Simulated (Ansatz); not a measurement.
# Al$_{8}$N$_{7}$ (cell charge −2, with a compensating background) (cell with a defect): what the fields show

Input file:

```
crystal:
  lattice:
    - [-3.081, -5.336449, 0.0]
    - [4.6215, -2.668224, 0.0]
    - [0.0, 0.0, 5.031]
  atoms:
    - { symbol: Al, position: [0.49999998, 0.33333332, 0.0] }
    - { symbol: Al, position: [0.49999999, 0.66666666, 0.5] }
    - { symbol: "N", position: [0.49999998, 0.33333332, 0.382] }
    - { symbol: "N", position: [0.49999999, 0.66666666, 0.882] }
    - { symbol: Al, position: [0.25000002, 0.83333334, 0.0] }
    - { symbol: Al, position: [0.24999999, 0.16666666, 0.5] }
    - { symbol: "N", position: [0.25000002, 0.83333334, 0.382] }
    - { symbol: "N", position: [0.24999999, 0.16666666, 0.882] }
    - { symbol: Al, position: [1.0e-08, 0.33333334, 0.0] }
    - { symbol: Al, position: [3.0e-08, 0.66666668, 0.5] }
    - { symbol: "N", position: [1.0e-08, 0.33333334, 0.382] }
    - { symbol: "N", position: [-0.24999995, 0.83333337, 1.382], spin: 1.0 }
    - { symbol: Al, position: [0.74999998, 0.83333332, 0.0] }
    - { symbol: Al, position: [0.74999996, 0.16666664, 0.5] }
    - { symbol: "N", position: [0.74999996, 0.16666664, 0.882] }
magnetization:
  spin_polarized: true
total_charge: -2
basis:
  ecutwfc: 420.0
kpoints:
  mp_grid: { grid: [2, 2, 2] }
hamiltonian:
  xc: pbe
  pseudopotentials: { kind: paw, azcp: { folder: soft_1 } }
scf:
  occupations: { method: gaussian, width: 0.02 }
  lower_state_search: "off"
relax:
  f_tol: 0.03
  max_steps: 60
  adjacent_minimum: "off"
output:
  write_density: true
  write_potential: true
  elf: true
  volumetric_format: npy
```

Command:

```sh
ansatz run input.yaml --threads 1 --pin off --max-ram 3072MiB --backend cpu --events-out ev --progress --plain --runs-dir out
```

The fields are those of the run's last geometry, not of the input's.

The SCF solution may not be the lowest one; PAW files of the earlier set (soft_1); spin-polarised.

Method: Ansatz, DFT PBE, scalar-relativistic, plane waves, PAW.

Core electrons are frozen (PAW), and the valence fields are smoothed inside the atomic spheres.

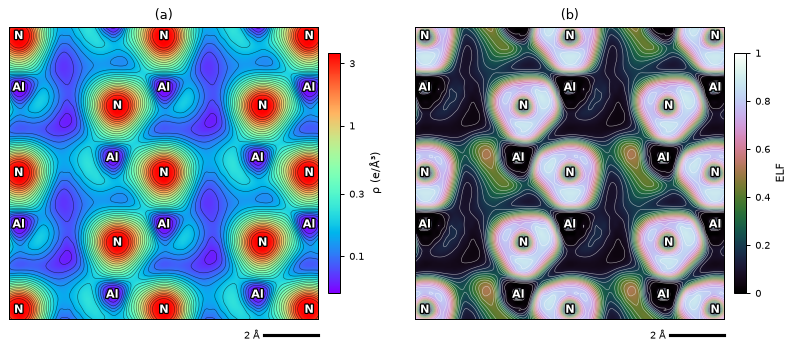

Figure 1. (a) valence pseudo-density; (b) ELF on the (100) plane of the calculation cell.

Interpret the plot.

- The plane passes through Al and N nuclei.
- Al–N (1.85 Å): ρ is about 0.75 e/Å³ halfway; the ELF peaks at about 0.90 in the valence shell of N, 0.7 Å from its nucleus, and is about 0.85 at the midpoint.
- Al–N (1.89 Å): the density is about 0.7 e/Å³ at the midpoint; the ELF peaks at about 0.90 in the valence shell of N, 0.7 Å from its nucleus, and is about 0.85 at the midpoint.
- Al–N (1.93 Å): the density is about 0.64 e/Å³ at the midpoint; the ELF peaks at about 0.85 in the valence shell of N, 0.7 Å from its nucleus, and is about 0.85 at the midpoint.
- Between the atoms the lowest density in this plane is 0.06 e/Å³.

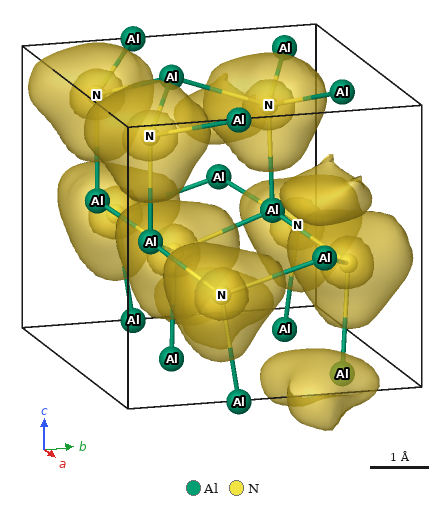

Figure 2. Isosurface of the electron localisation function at 0.7 (yellow), seen slightly off an axis. Only the valence region is drawn (cores and ρ < 0.01 e/Å³ removed). Sticks mark near contacts.

What do the ELF domains correspond to?

The surface consists of seven regions on N in which the atom's valence shell and bonds are merged and two pockets between the atoms, centred on no nucleus (multi-centre or interstitial), counted in one cell of 15 atoms. Regions shared between cells count once.
